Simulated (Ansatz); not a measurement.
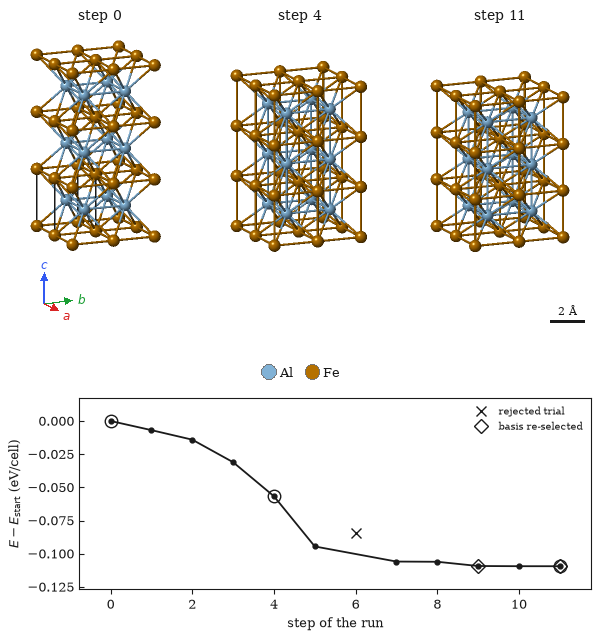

Frames of a relaxation of crystalline AlFe (built on the CuAu (L1_0)_123 type), marked on the history of the run. The picture is a ball-and-stick view of the cell of the calculation, repeated 2 × 2 × 3 with one cell outlined, seen slightly off an axis.

Case: CuAu (L1_0) type (P4/mmm, No. 123).

Level of theory: Ansatz 0.2.0, DFT PBE, scalar-relativistic, plane waves, PAW.

Input file:
```yaml
crystal:
  lattice:
    - [2.6802072392, 0.0, 0.0]
    - [0.0, 2.6802072392, 0.0]
    - [0.0, 0.0, 3.5129859171]
  atoms:
    - { symbol: Al, position: [0.5, 0.5, 0.5] }
    - { symbol: Fe, position: [0.0, 0.0, 0.0], spin: 1.69 }
basis:
  ecutwfc: 420
kpoints:
  mp_grid: { grid: [20, 20, 16] }
hamiltonian:
  xc: pbe
scf:
  occupations: { method: gaussian, width: 0.1 }
output:
  forces: true
  stress: true
  eigenvalues: true
  populations: true
magnetization:
  spin_polarized: true
relax:
  adjacent_minimum: "off"
  f_tol: 0.01
  max_steps: 80
  cell: { stress_tol: 0.05 }
```

Run as
```bash
ansatz run input.yaml --threads 1 --pin off --max-ram 2560MiB --backend cpu --events-out ev --progress --plain --runs-dir out
```

What happens along the run?

Answer. The energy falls by 0.109 eV per cell of the calculation in 8 accepted moves (11 points after the start). All forces vanish by symmetry, so only the cell relaxes. The pressure goes from −1.54 to 0.02 GPa. The line search rejected the trial step at point 6 of the run. At 2 points the geometry stayed and the basis and grid were re-selected for the new cell (energy shift of 3.2 meV per cell of the calculation at most each time). The atoms keep their places relative to the cell (all moves are under 0.005 Å). Cell: a = b 2.680 → 2.875 Å (+7.3 %), c 3.513 → 2.873 Å (−18.2 %). Volume −5.9 %. Among the contacts that change: Fe2–Fe2 3.513 → 2.873 Å, Al1–Al1 3.513 → 2.873 Å, Fe2–Fe2 (another image) 2.680 → 2.875 Å, Al1–Al1 (another image) 2.680 → 2.875 Å. The space group (tolerance 0.01 Å) goes from P4/mmm (No. 123) to Pm-3m (No. 221). From step 0 to 4: volume −2.6 %, energy −56.7 meV per cell of the calculation. From step 4 to 11: volume −3.4 %, energy −52.7 meV per cell of the calculation.
